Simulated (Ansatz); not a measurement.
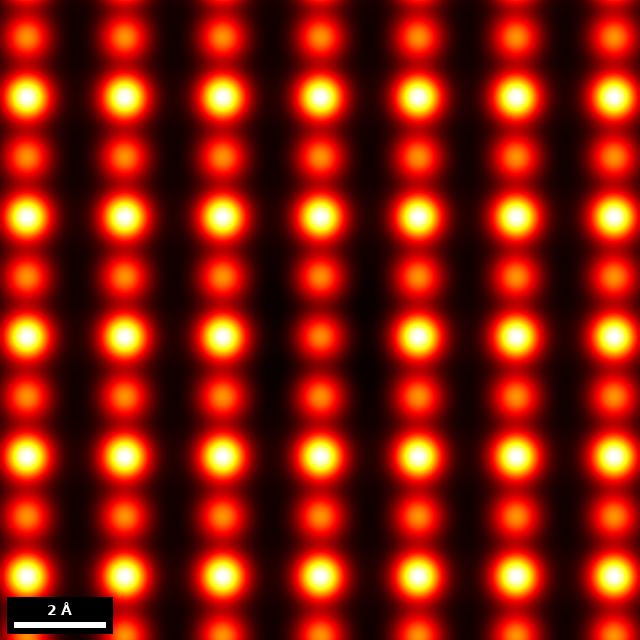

Z-contrast image of Rh (P6/mmm, No. 191) along [210]. Simulated incoherent Z contrast: every atom adds Z^1.7 spread by a probe of 0.75 Å full width; channelling and multiple scattering are left out. The probe carries 25 % of its weight in a tail 2.5 times as wide. The display is stretched by a gamma of 0.8; percentages refer to the linear signal.

The sample is 1 repeat (7.4 Å) thick. One point defect was put into the perfect crystal, without relaxing the atoms around it. Brightness is counted from the darkest point of the image. Host structure: the geometry relaxed with DFT PBEsol, scalar-relativistic, plane waves, PAW (Ansatz); the starting structure was generated, so it need not be a known form of this composition.

> Where is the defect (in Å from the left and the top edge), and what does its contrast suggest?

At about 7 Å from the left and 7 Å from the top. The column is dimmer, which points to a vacancy or a lighter atom. The column holds 2 atoms (Rh) through the sample, and one Rh atom is missing, so its peak drops to about 50 % of that of its equals.
